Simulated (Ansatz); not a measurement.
# Single-point calculation, with input and output: AlN

AlN (slab, 8 atoms in the cell), computed with DFT PBE, scalar-relativistic, plane waves, PAW, PAW set soft_1, no spin polarisation (Ansatz 0.2.0).

The structure derives from an entry of the Crystallography Open Database. Figures and captions count atoms from 1; the log counts them from 0 in places.

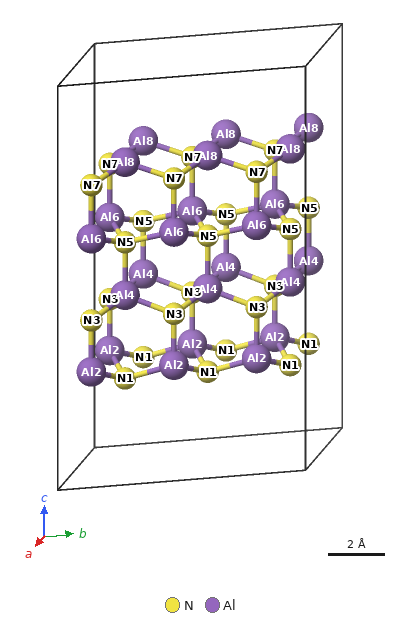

Figure 1. The structure as given in the input (ball-and-stick view of the 2 × 3 repeat of the cell, with the vacuum cut short, seen slightly off an axis; atoms are numbered from 1 in the order of the input). An atom can appear more than once, as a periodic image. Near neighbours in the periodic cell (some may lie outside the picture): N has 3 Al at 1.90 Å; Al has 4 N at 1.87 to 2.00 Å; N has 4 Al at 1.87 to 2.00 Å; Al has 3 N at 1.88 Å.

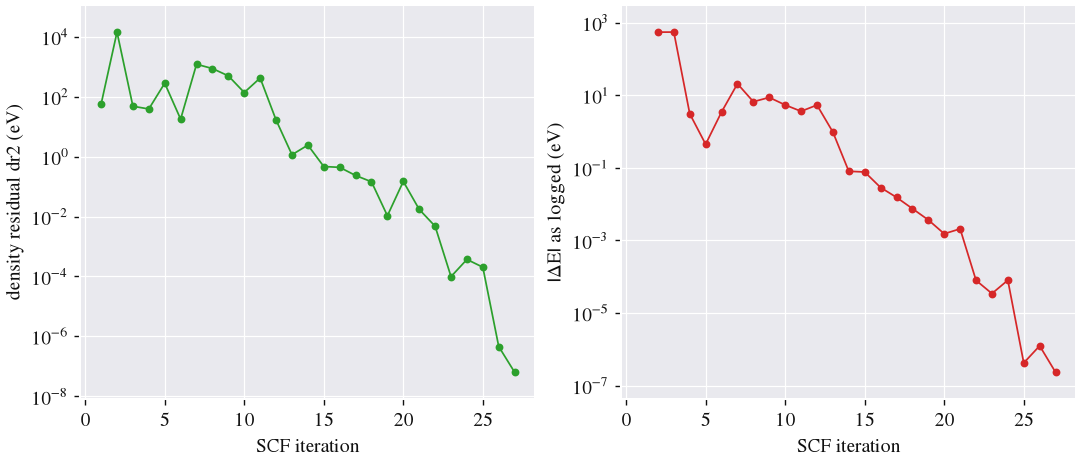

Figure 2. Convergence of the self-consistent field: density residual dr2 and size of the energy change against the SCF iteration. The residual falls unevenly and jumps up by a factor of two or more 7 times on the way down.

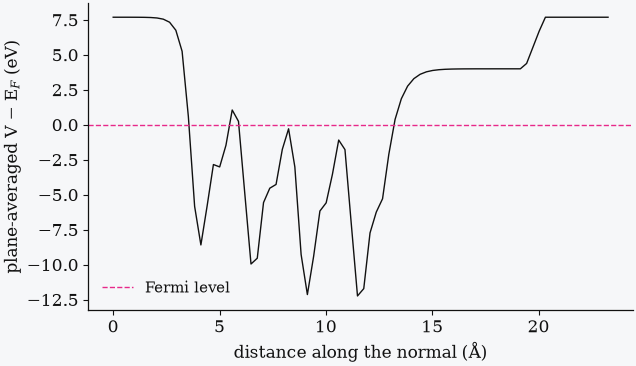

Figure 3. Plane average of the electrostatic potential energy of an electron across the cell, from the Fermi level. The vacuum level lies 4.00 eV above the Fermi level on the upper side and 7.69 eV on the lower.

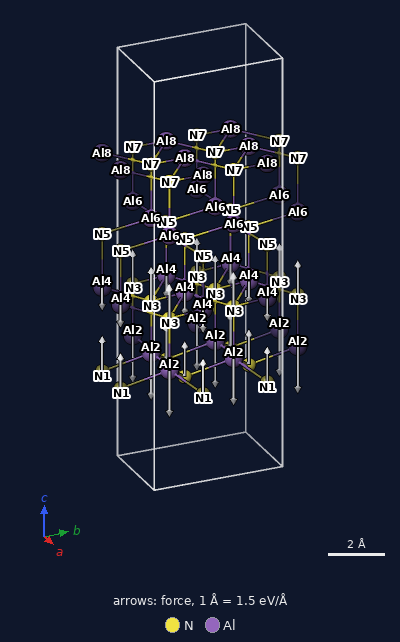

Figure 4. Forces on the atoms as white arrows (ball-and-stick view of the 2 × 2 repeat of the cell, with the vacuum cut short, seen slightly off an axis; neighbours outside the cell are drawn fainter; atoms are numbered from 1 in the order of the input); the smallest are left out. The largest act on Al2 (2.67 eV/Å); N1 (2.04 eV/Å); N3 (1.97 eV/Å); Al4 (1.37 eV/Å). The geometry is not a stationary point of this energy.

The input and output of the run follow.

Input:
```yaml
crystal:
  lattice:
    - [3.1297683445, 0.0, 0.0]
    - [-1.5648841723, 2.7104588943, 0.0]
    - [0.0, 0.0, 23.5621833348]
  atoms:
    - { symbol: "N", position: [0.3333333333, 0.6666666667, 0.1697635547] }
    - { symbol: Al, position: [0.6666666667, 0.3333333333, 0.1949876493] }
    - { symbol: "N", position: [0.6666666667, 0.3333333333, 0.2762329589] }
    - { symbol: Al, position: [0.3333333333, 0.6666666667, 0.3014570535] }
    - { symbol: "N", position: [0.3333333333, 0.6666666667, 0.3851023411] }
    - { symbol: Al, position: [0.6666666667, 0.3333333333, 0.4057018205] }
    - { symbol: "N", position: [0.6666666667, 0.3333333333, 0.4903991442] }
    - { symbol: Al, position: [0.3333333333, 0.6666666667, 0.5119297802] }
basis:
  ecutwfc: 420
kpoints:
  mp_grid: { grid: [9, 9, 1] }
hamiltonian:
  xc: pbe
  pseudopotentials: { kind: paw, azcp: { folder: soft_1 } }
scf:
  occupations: { method: gaussian, width: 0.05 }
output:
  forces: true
  eigenvalues: true
efield:
  axis: 3
  dipole_correction: true
  ramp_width: 0.04
```

Launched with:
```bash
ansatz run input.yaml --threads 1 --pin off --max-ram 3072MiB --backend cpu --events-out ev --progress --plain --runs-dir out
```

Output:
```
Engine: ansatz 0.2.0, aarch64-unknown-linux-gnu
Pseudopotentials: kind: paw
Pseudopotential: N, paw, valence charge 5, recommended cutoff 420 eV (normal), [file]
Pseudopotential: Al, paw, valence charge 3, recommended cutoff 420 eV (normal), [file]
Functional definition: PBE
  parameter kappa = 0.804
  parameter beta = 0.06672455060314922
  exchange = pbe_x(kappa = kappa, mu = beta*pi^2/3)
  correlation = pbe_c(beta = beta)
Crystal: 8 atoms, lattice volume = 199.881 Å³
Basis set: ecut = 420 eV, 3859 PW (Γ), exchange–correlation on 48×48×320 points (8 copies of the dense FFT grid, shifted against one another)
Bands: 24, of which v1, the nominal top of the filled ones, is band 16 counted from 1 (15 counted from 0)
Symmetry: 6 space group operations
Space group: P3m1 (ITA 156), of the structure as read, at distance tolerance 5.8e-5 Å
k-points: 12 of 81 (time reversal used)
Non-local potential: N, projectors of the file, l = 0: 2, l = 1: 2, l = 2: 1
Non-local potential: Al, projectors of the file, l = 0: 2, l = 1: 2, l = 2: 1
PAW form: soft (Blöchl's): semilocal exchange-correlation on the pseudo side does not see the compensation charge
PAW one-centre angular grid: N, 110 points (default); XC on 64 Gauss nodes
PAW one-centre angular grid: Al, 110 points (default); XC on 64 Gauss nodes
Initial density: superposition of atomic densities (neutral atoms: chi_scale 0, normalization atom)
Initial wavefunctions: pseudopotential atomic-orbital guess
Functional: x = pbe(κ = 0.804, μ = 0.2195149727645171), c = pbe(β = 0.06672455060314922)
SCF iter   1: F=—  HF=-3705.551185 eV  |F-HF|=—  |Δ(HF+E_count)|=         —  Δρ=1.18e-1  dr2=5.60e1  ethr=3.10e-3  p=-0.000 e·Å  D=-2.03e-6 V/Å  ΔV_dip=0.00 eV  dr2_dipole=1.59e1  V_vac-E_F(+/−)=9.32/9.32 eV  ⟨swp⟩=9.2  Hψ=1914  notcnv=0  defer=2
efield: sawtooth ramp at fractional position 0.8208 (placed from the atoms, in the widest stretch of the axis that holds none; the zero of the levels goes with the place), width 0.0400; the density the first Hamiltonian is built on has a dipole p = -0.000 e·Å; the dipole correction subtracts the counter field D = -2.03e-6 V/Å, which shifts the + side's vacuum level by +0.00 eV against the − side's; the planar-averaged density in the ramp window peaks in size at 2.8e-6 e/Å³
preconditioner: auto → none  [insulator: Δε(μ)=4.012 eV  Ē_g=13.966 eV  σ=0.050 eV  W_gap=1.00  n_scr=14 (ndim 8)  ℏωp=14.9 eV  f_vac=0.484  D(μ)=0.00/eV (n_scr^D=0)  ε∞_Penn≈2.1]
SCF iter   2: F=—  HF=-4248.273530 eV  |F-HF|=—  |Δ(HF+E_count)|=    5.43e2  Δρ=4.03e-1  dr2=1.42e4  ethr=3.10e-3  p=2.960 e·Å  D=2.68e0 V/Å  ΔV_dip=-63.14 eV  dr2_dipole=1.45e4  V_vac-E_F(+/−)=-14.14/48.99 eV  ⟨swp⟩=30.1  Hψ=7985  notcnv=0  defer=65  recentre
preconditioner: auto → LDOS  [insulator: Δε(μ)=0.069 eV  Ē_g=12.412 eV  σ=0.050 eV  W_gap=0.65  n_scr=14 (ndim 8)  ℏωp=14.4 eV  f_vac=0.504  D(μ)=2.53/eV (n_scr^D=10)  ε∞_Penn≈2.3  β→1.0]
SCF iter   3: F=—  HF=-3703.082513 eV  |F-HF|=—  |Δ(HF+E_count)|=    5.45e2  Δρ=1.03e-1  dr2=4.76e1  ethr=3.10e-3  p=0.016 e·Å  D=1.47e-2 V/Å  ΔV_dip=-0.35 eV  dr2_dipole=1.51e1  V_vac-E_F(+/−)=8.94/9.27 eV  ⟨swp⟩=16.3  Hψ=3681  notcnv=0  defer=30
SCF iter   4: F=—  HF=-3700.001669 eV  |F-HF|=—  |Δ(HF+E_count)|=    3.08e0  Δρ=9.14e-2  dr2=3.87e1  ethr=3.10e-3  p=0.060 e·Å  D=5.42e-2 V/Å  ΔV_dip=-1.28 eV  dr2_dipole=1.33e1  V_vac-E_F(+/−)=8.84/10.13 eV  ⟨swp⟩=8.5  Hψ=953  notcnv=0  defer=34
SCF iter   5: F=—  HF=-3699.556128 eV  |F-HF|=—  |Δ(HF+E_count)|=   4.46e-1  Δρ=9.19e-2  dr2=2.80e2  ethr=3.10e-3  p=0.208 e·Å  D=1.88e-1 V/Å  ΔV_dip=-4.43 eV  dr2_dipole=1.68e2  V_vac-E_F(+/−)=5.97/10.44 eV  ⟨swp⟩=10.5  Hψ=1103  notcnv=0  defer=39  recentre
SCF iter   6: F=—  HF=-3696.119056 eV  |F-HF|=—  |Δ(HF+E_count)|=    3.44e0  Δρ=6.23e-2  dr2=1.77e1  ethr=3.10e-3  p=0.144 e·Å  D=1.30e-1 V/Å  ΔV_dip=-3.06 eV  dr2_dipole=4.85e0  V_vac-E_F(+/−)=7.17/10.26 eV  ⟨swp⟩=9.9  Hψ=1071  notcnv=0  defer=23
SCF iter   7: F=—  HF=-3716.743748 eV  |F-HF|=—  |Δ(HF+E_count)|=    2.06e1  Δρ=1.55e-1  dr2=1.20e3  ethr=3.10e-3  p=0.322 e·Å  D=2.92e-1 V/Å  ΔV_dip=-6.87 eV  dr2_dipole=6.85e2  V_vac-E_F(+/−)=5.55/12.49 eV  ⟨swp⟩=13.2  Hψ=1671  notcnv=0  defer=32  recentre
SCF iter   8: F=—  HF=-3710.131401 eV  |F-HF|=—  |Δ(HF+E_count)|=    6.61e0  Δρ=1.37e-1  dr2=8.63e2  ethr=3.10e-3  p=0.266 e·Å  D=2.41e-1 V/Å  ΔV_dip=-5.68 eV  dr2_dipole=4.97e2  V_vac-E_F(+/−)=6.24/11.98 eV  ⟨swp⟩=5.8  Hψ=628  notcnv=0  defer=33
SCF iter   9: F=—  HF=-3701.485006 eV  |F-HF|=—  |Δ(HF+E_count)|=    8.65e0  Δρ=1.10e-1  dr2=4.92e2  ethr=3.10e-3  p=0.192 e·Å  D=1.74e-1 V/Å  ΔV_dip=-4.09 eV  dr2_dipole=2.85e2  V_vac-E_F(+/−)=5.90/10.03 eV  ⟨swp⟩=7.8  Hψ=903  notcnv=0  defer=27
SCF iter  10: F=—  HF=-3696.108552 eV  |F-HF|=—  |Δ(HF+E_count)|=    5.38e0  Δρ=6.68e-2  dr2=1.37e2  ethr=3.10e-3  p=0.187 e·Å  D=1.69e-1 V/Å  ΔV_dip=-3.98 eV  dr2_dipole=8.14e1  V_vac-E_F(+/−)=4.15/8.14 eV  ⟨swp⟩=6.3  Hψ=811  notcnv=0  defer=22
SCF iter  11: F=—  HF=-3699.704754 eV  |F-HF|=—  |Δ(HF+E_count)|=    3.60e0  Δρ=9.70e-2  dr2=4.18e2  ethr=3.10e-3  p=0.271 e·Å  D=2.46e-1 V/Å  ΔV_dip=-5.78 eV  dr2_dipole=2.48e2  V_vac-E_F(+/−)=3.21/9.01 eV  ⟨swp⟩=6.2  Hψ=634  notcnv=0  defer=23  recentre
SCF iter  12: F=—  HF=-3694.367363 eV  |F-HF|=—  |Δ(HF+E_count)|=    5.34e0  Δρ=4.03e-2  dr2=1.66e1  ethr=3.10e-3  p=0.117 e·Å  D=1.06e-1 V/Å  ΔV_dip=-2.50 eV  dr2_dipole=1.03e1  V_vac-E_F(+/−)=4.57/7.05 eV  ⟨swp⟩=8.4  Hψ=959  notcnv=0  defer=28
SCF iter  13: F=—  HF=-3693.402775 eV  |F-HF|=—  |Δ(HF+E_count)|=   9.65e-1  Δρ=3.18e-2  dr2=1.15e0  ethr=3.10e-3  p=0.170 e·Å  D=1.54e-1 V/Å  ΔV_dip=-3.62 eV  dr2_dipole=1.58e-1  V_vac-E_F(+/−)=3.68/7.29 eV  ⟨swp⟩=5.2  Hψ=681  notcnv=0  defer=36
SCF iter  14: F=—  HF=-3693.322484 eV  |F-HF|=—  |Δ(HF+E_count)|=   8.03e-2  Δρ=1.79e-2  dr2=2.41e0  ethr=3.10e-3  p=0.138 e·Å  D=1.25e-1 V/Å  ΔV_dip=-2.94 eV  dr2_dipole=1.58e0  V_vac-E_F(+/−)=4.54/7.48 eV  ⟨swp⟩=3.4  Hψ=488  notcnv=0  defer=37  recentre
SCF iter  15: F=—  HF=-3693.245657 eV  |F-HF|=—  |Δ(HF+E_count)|=   7.68e-2  Δρ=1.05e-2  dr2=4.65e-1  ethr=3.10e-3  p=0.160 e·Å  D=1.45e-1 V/Å  ΔV_dip=-3.41 eV  dr2_dipole=2.35e-1  V_vac-E_F(+/−)=4.16/7.56 eV  ⟨swp⟩=1.6  Hψ=331  notcnv=0  defer=37
SCF iter  16: F=—  HF=-3693.216984 eV  |F-HF|=—  |Δ(HF+E_count)|=   2.87e-2  Δρ=6.37e-3  dr2=4.37e-1  ethr=1.45e-3  p=0.153 e·Å  D=1.39e-1 V/Å  ΔV_dip=-3.27 eV  dr2_dipole=2.94e-1  V_vac-E_F(+/−)=4.31/7.58 eV  ⟨swp⟩=2.8  Hψ=347  notcnv=0  defer=37
SCF iter  17: F=—  HF=-3693.201598 eV  |F-HF|=—  |Δ(HF+E_count)|=   1.54e-2  Δρ=2.71e-3  dr2=2.34e-1  ethr=1.37e-3  p=0.163 e·Å  D=1.47e-1 V/Å  ΔV_dip=-3.48 eV  dr2_dipole=1.54e-1  V_vac-E_F(+/−)=4.19/7.67 eV  ⟨swp⟩=2.8  Hψ=406  notcnv=0  defer=37
SCF iter  18: F=—  HF=-3693.194065 eV  |F-HF|=—  |Δ(HF+E_count)|=   7.53e-3  Δρ=1.86e-3  dr2=1.44e-1  ethr=7.32e-4  p=0.174 e·Å  D=1.58e-1 V/Å  ΔV_dip=-3.72 eV  dr2_dipole=8.88e-2  V_vac-E_F(+/−)=3.95/7.66 eV  ⟨swp⟩=2.1  Hψ=313  notcnv=0  defer=36
SCF iter  19: F=—  HF=-3693.190385 eV  |F-HF|=—  |Δ(HF+E_count)|=   3.68e-3  Δρ=6.05e-4  dr2=1.06e-2  ethr=4.50e-4  p=0.176 e·Å  D=1.60e-1 V/Å  ΔV_dip=-3.76 eV  dr2_dipole=7.73e-3  V_vac-E_F(+/−)=3.93/7.69 eV  ⟨swp⟩=2.0  Hψ=335  notcnv=0  defer=36
SCF iter  20: F=—  HF=-3693.191916 eV  |F-HF|=—  |Δ(HF+E_count)|=   1.53e-3  Δρ=2.12e-3  dr2=1.48e-1  ethr=3.33e-5  p=0.170 e·Å  D=1.54e-1 V/Å  ΔV_dip=-3.62 eV  dr2_dipole=1.02e-1  V_vac-E_F(+/−)=4.04/7.67 eV  ⟨swp⟩=2.7  Hψ=371  notcnv=0  defer=36
SCF iter  21: F=—  HF=-3693.189825 eV  |F-HF|=—  |Δ(HF+E_count)|=   2.09e-3  Δρ=7.29e-4  dr2=1.73e-2  ethr=3.33e-5  p=0.172 e·Å  D=1.56e-1 V/Å  ΔV_dip=-3.67 eV  dr2_dipole=1.19e-2  V_vac-E_F(+/−)=4.01/7.68 eV  ⟨swp⟩=1.2  Hψ=266  notcnv=0  defer=36
SCF iter  22: F=—  HF=-3693.189745 eV  |F-HF|=—  |Δ(HF+E_count)|=   7.99e-5  Δρ=3.36e-4  dr2=4.74e-3  ethr=3.33e-5  p=0.173 e·Å  D=1.57e-1 V/Å  ΔV_dip=-3.69 eV  dr2_dipole=3.30e-3  V_vac-E_F(+/−)=4.00/7.69 eV  ⟨swp⟩=2.2  Hψ=395  notcnv=0  defer=34
SCF iter  23: F=—  HF=-3693.189711 eV  |F-HF|=—  |Δ(HF+E_count)|=   3.46e-5  Δρ=6.68e-5  dr2=9.89e-5  ethr=1.48e-5  p=0.173 e·Å  D=1.56e-1 V/Å  ΔV_dip=-3.68 eV  dr2_dipole=6.41e-5  V_vac-E_F(+/−)=4.00/7.69 eV  ⟨swp⟩=1.2  Hψ=275  notcnv=0  defer=33
SCF iter  24: F=—  HF=-3693.189630 eV  |F-HF|=—  |Δ(HF+E_count)|=   8.06e-5  Δρ=1.04e-4  dr2=3.70e-4  ethr=3.09e-7  p=0.173 e·Å  D=1.56e-1 V/Å  ΔV_dip=-3.68 eV  dr2_dipole=2.53e-4  V_vac-E_F(+/−)=4.00/7.68 eV  ⟨swp⟩=1.3  Hψ=288  notcnv=0  defer=33
SCF iter  25: F=—  HF=-3693.189630 eV  |F-HF|=—  |Δ(HF+E_count)|=   4.26e-7  Δρ=7.34e-5  dr2=2.04e-4  ethr=3.09e-7  p=0.173 e·Å  D=1.56e-1 V/Å  ΔV_dip=-3.68 eV  dr2_dipole=1.41e-4  V_vac-E_F(+/−)=4.00/7.68 eV  ⟨swp⟩=1.0  Hψ=255  notcnv=0  defer=33
SCF iter  26: F=—  HF=-3693.189628 eV  |F-HF|=—  |Δ(HF+E_count)|=   1.26e-6  Δρ=6.62e-6  dr2=4.59e-7  ethr=3.09e-7  p=0.173 e·Å  D=1.56e-1 V/Å  ΔV_dip=-3.68 eV  dr2_dipole=2.81e-7  V_vac-E_F(+/−)=4.00/7.68 eV  ⟨swp⟩=1.0  Hψ=255  notcnv=0  defer=33
SCF iter  27: F=-3693.189629 eV  HF=-3693.189629 eV  |F-HF|=5.70e-8  |Δ(HF+E_count)|=   2.36e-7  Δρ=4.03e-6  dr2=6.38e-8  ethr=3.13e-10  p=0.173 e·Å  D=1.56e-1 V/Å  ΔV_dip=-3.68 eV  dr2_dipole=2.61e-8  V_vac-E_F(+/−)=4.00/7.68 eV  ⟨swp⟩=25.2  Hψ=3349  notcnv=0
SCF 1 converged in 27 iterations: F = -3693.189629 eV  dr2 = 6.38e-8
  greatest PAW one-centre occupation: 0.802 electrons in one spin orbital (limit 2), on the N atom at site 0 (counted from 0), in its partial waves of l = 0
SCF converged after 27 iterations
Free energy (F): -3693.189629 eV
Harris-Foulkes:  -3693.189629 eV  (|F-HF|=5.70e-8)
Internal energy: -3693.181328 eV  (E = F + TS)
E sigma→0 (E₀):  -3693.185478 eV
Entropy (-TS):   -0.008301 eV (-1.038 meV/atom)
Fermi energy:    0.467261 eV
Dipole field:    D = 0.156542 V/Å  (p = 0.172918 e·Å, saw-weighted, corrected)
Work function:   Φ+ = 3.9983 eV   Φ− = 7.6868 eV
Levels:          The Fermi level and band energies are counted from a zero that moves with the ramp; work functions are not
--- Per-component energies (eV) ---
  E_band       = -204.144391
  E_kinetic    = 616.720103
  E_local      = -15272.713276  (includes V_loc(G=0)·N_el)
  E_nonlocal   = 178.788641
  E_hartree    = 7395.075466
  E_xc         = -391.874626
  E_vxc        = -422.142134  (∫ρ·V_xc dr)
  E_paw        = -2390.261767  (= ΣΔE_a)
  E_vpaw       = -95.180032  (= ΣTr[D̂ρ^β])
  E_aug_tail   = 0.003456  (compensation charges beyond the density's cutoff)
  E_efield     = 0.013534  (sawtooth field / dipole correction)
  E_vefield    = 0.238693  (∫n·V_field dr)
  E_ewald      = 6171.067141
  E_smearing   = -0.008301  (= −TS)
  E_closure    = -0.000000  (closes the sum)
  Σ components = -3693.189629   (vs F -3693.189629, Δ=0.00e0)
--- Forces (eV/Å), atoms counted from 1 ---
  atom   1  N     -0.00000000     0.00000000     2.03631409
  atom   2  Al     0.00000000     0.00000000    -2.66816341
  atom   3  N      0.00000000    -0.00000000     1.97254095
  atom   4  Al    -0.00000000     0.00000000    -1.36963486
  atom   5  N      0.00000000    -0.00000000    -0.01382845
  atom   6  Al     0.00000000     0.00000000     0.01054779
  atom   7  N      0.00000000     0.00000000     0.00365079
  atom   8  Al    -0.00000000     0.00000000     0.02873078
  max |Σ_I F_I| component: 1.58e-4 eV/Å
--- Band table (eV; the first three rows and the last of 12) ---
  k-point 0: bands = ["-17.3196", "-16.2641", "-15.0020", "-12.6576", "-7.5459", "-5.5797", "-3.5802", "-3.5802", "-3.4676", "-2.9299", "-2.9299", "-1.4865", "-1.4865", "-0.7147", "-0.0895", "0.5734", "0.5734", "2.9188", "3.7731", "4.5700", "5.0176", "6.2098", "6.8445", "7.9846"]
  k-point 1: bands = ["-17.1765", "-16.1407", "-14.8798", "-12.5411", "-7.3862", "-5.5728", "-4.2900", "-3.7168", "-3.6448", "-3.1709", "-3.0277", "-2.1369", "-1.6007", "-0.3756", "-0.1221", "0.1023", "0.4740", "3.3394", "4.1449", "4.8979", "5.5191", "6.3489", "7.1915", "7.3408"]
  k-point 2: bands = ["-16.7768", "-15.8068", "-14.5465", "-12.2261", "-6.9583", "-6.0820", "-5.3081", "-4.3970", "-4.0306", "-3.6711", "-3.2676", "-2.8429", "-1.8706", "-1.1982", "0.1264", "0.1680", "0.2356", "3.9324", "4.6485", "5.1560", "5.7958", "6.5476", "6.8347", "7.1343"]
  k-point 11: bands = ["-15.4538", "-14.9112", "-13.5606", "-11.3280", "-7.1257", "-7.0159", "-6.6678", "-5.9061", "-5.2795", "-4.5694", "-4.4501", "-3.4867", "-3.4787", "-2.2648", "-1.6894", "0.5937", "2.0422", "2.9927", "4.5139", "5.6632", "5.7107", "6.3602", "6.7607", "7.4935"]
```

Summary:

```tsv
quantity	value
outcome	converged
electrons treated	32
free energy	−3693.1896 eV
work function, top face	4.00 eV
work function, bottom face	7.69 eV
Fermi energy	0.467 eV
gap on the k-point mesh	none (metallic)
work function (upper face)	4.00 eV
largest force (length of the vector)	2.668 eV/Å
hardware	1 thread of Arm Neoverse V1, 24 GiB of memory available, shared host
wall time	19 s
peak memory	0.35 GiB
```
